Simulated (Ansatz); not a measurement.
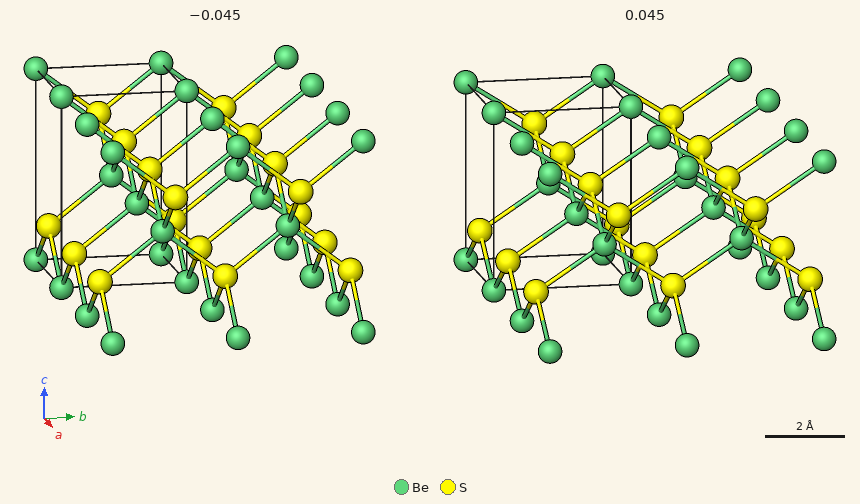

Crystalline BeS (set up in F-43m), under biaxial strain in the a–b plane (c relaxed, atoms fixed by symmetry), with energies (extrapolated to zero smearing) counted from the relaxed crystal, which is the row at zero; the cubic crystal is set up in a tetragonal cell with a = a(cubic)/√2 and c = a(cubic). The picture shows the first and the last member. Style: ball-and-stick. Shown: the cell of the calculation, repeated 3 × 2 × 1 with one cell outlined, slightly off an axis.

Computed with Ansatz 0.2.0: DFT PBEsol, scalar-relativistic, plane waves, PAW. Set-up: plane-wave cutoff 420 eV; k-point mesh 8 × 8 × 6; occupations gaussian; smearing width 0.02 eV; no spin polarisation; force threshold 0.008 eV/Å.

```json
{"strain": "−0.045", "energy (meV/atom)": "34.43", "a (Å)": "3.267", "c (Å)": "5.009", "band gap (eV)": "2.38"}
{"strain": "−0.03", "energy (meV/atom)": "14.80", "a (Å)": "3.318", "c (Å)": "4.953", "band gap (eV)": "2.57"}
{"strain": "−0.015", "energy (meV/atom)": "3.59", "a (Å)": "3.369", "c (Å)": "4.896", "band gap (eV)": "2.74"}
{"strain": "0.0", "energy (meV/atom)": "0.00", "a (Å)": "3.421", "c (Å)": "4.838", "band gap (eV)": "2.91"}
{"strain": "0.015", "energy (meV/atom)": "3.28", "a (Å)": "3.472", "c (Å)": "4.778", "band gap (eV)": "2.72"}
{"strain": "0.03", "energy (meV/atom)": "?", "a (Å)": "?", "c (Å)": "?", "band gap (eV)": "?"}
{"strain": "0.045", "energy (meV/atom)": "27.77", "a (Å)": "3.575", "c (Å)": "4.652", "band gap (eV)": "2.41"}
```

One row is withheld. What does the calculation give there?

Answer. A parabola through three neighbouring rows (0.0, 0.015, 0.045) gives, with Lagrange weights, (−0.3333)(0.00) + (1.0000)(3.28) + (0.3333)(27.77) = 12.54 meV/atom. The calculation gives 12.74 meV/atom (a = 3.523 Å, c = 4.716 Å). The estimate is 0.20 meV/atom too low. For the gap a parabola through the rows 0.0, 0.015, 0.045 gives 2.55 eV, and the calculation 2.56 eV (semilocal gaps, lower than measured ones as a rule). From the first member to the last: Be–S 2.058 → 2.132 Å.

The whole series:

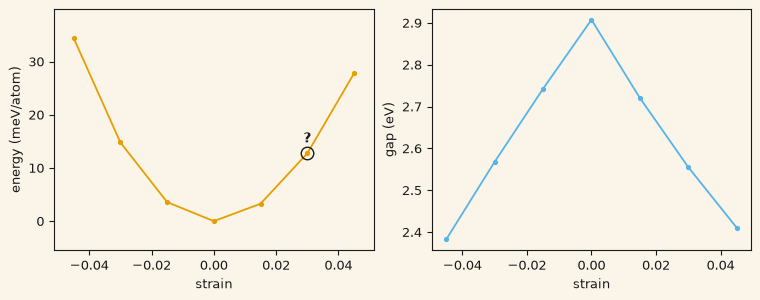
